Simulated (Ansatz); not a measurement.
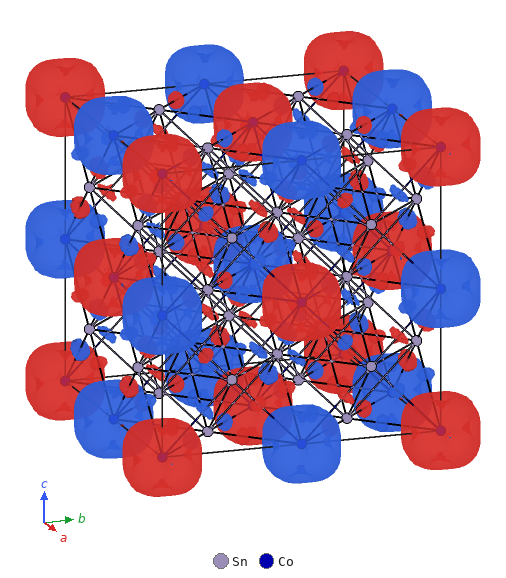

The picture shows: CoSn₃. Isosurfaces of the spin density at +0.01 (red) and −0.01 e/Å³ (blue), seen slightly off an axis. Sticks mark near contacts.

Space group Pm-3m; started from the Cu3Au (L1_2) prototype, which need not be the ambient phase; spin-polarised.

All numbers below come from DFT r2SCAN, scalar-relativistic, plane waves, PAW in Ansatz 0.2.0.

In a PAW calculation such maps are meaningful between the atoms, not at the nuclei.

Which atoms carry the moments, and with what signs?

Answer. The spin density sits on Co: +2.1 μB (×4) and −2.1 μB (×4) in one cell of 32 atoms: antiferromagnetic in this solution, which needn't be the ground state, with every nearest magnetic neighbour opposed. The cell of the calculation (8 atoms) carries 0.0 μB of net spin moment.
